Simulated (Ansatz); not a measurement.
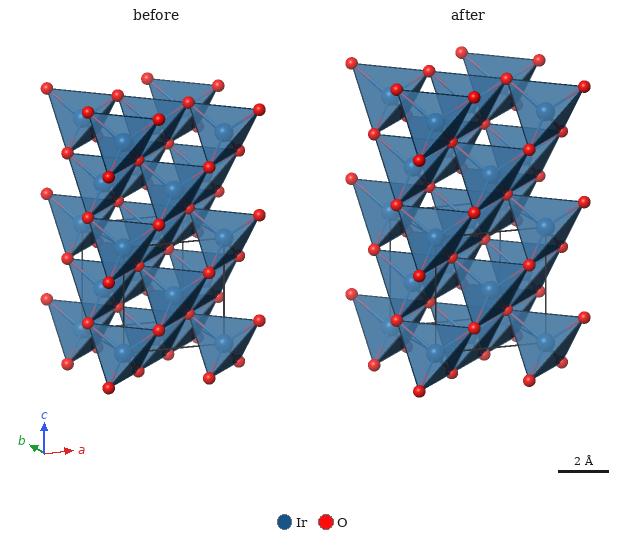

The structure of a crystal of IrO (built on the zinc blende type) (coarse preliminary run) before (left) and after (right) a relaxation, at one scale.

A polyhedral model of the conventional cell (4 times the calculation's cell), repeated 1 × 1 × 2 with one cell outlined, seen slightly off an axis. Lengths and directions refer to the drawn axes.

These are results of DFT PBE, scalar-relativistic, plane waves, PAW in Ansatz 0.2.0, not measurements.

Input file:
```yaml
crystal:
  lattice:
    - [0.0, 2.1784500668, 2.1784500668]
    - [2.1784500668, 0.0, 2.1784500668]
    - [2.1784500668, 2.1784500668, 0.0]
  atoms:
    - { symbol: Ir, position: [0.0, 0.0, 0.0] }
    - { symbol: O, position: [0.25, 0.25, 0.25] }
basis:
  ecutwfc: 420
kpoints:
  mp_grid: { grid: [8, 8, 8] }
hamiltonian:
  xc: pbe
scf:
  occupations: { method: gaussian, width: 0.1 }
output:
  forces: true
  stress: true
  eigenvalues: true
relax:
  adjacent_minimum: "off"
  f_tol: 0.05
  max_steps: 80
  cell: { stress_tol: 0.5 }
```

Command:
```bash
ansatz run input.yaml --threads 1 --pin off --max-ram 2560MiB --backend cpu --events-out ev --progress --plain --runs-dir out
```

**Summarise the run.**

The atoms keep their places relative to the cell (all moves are under 0.005 Å). The volume changes by +31.2 %, with a = b = c 4.357 → 4.769 Å (+9.5 %). Some distances before and after: Ir1–O2 1.887 → 2.065 Å. The space group stays F-43m (No. 216). After 6 accepted moves (8 points after the start) the energy has fallen by 742 meV per atom. All forces vanish by symmetry, so only the cell relaxes. The pressure goes from 95.70 to 0.03 GPa. The SCF was repeated twice at an unchanged geometry on a basis and grid sized afresh for the cell, which shifted the energy by 38.0 meV per atom at most.
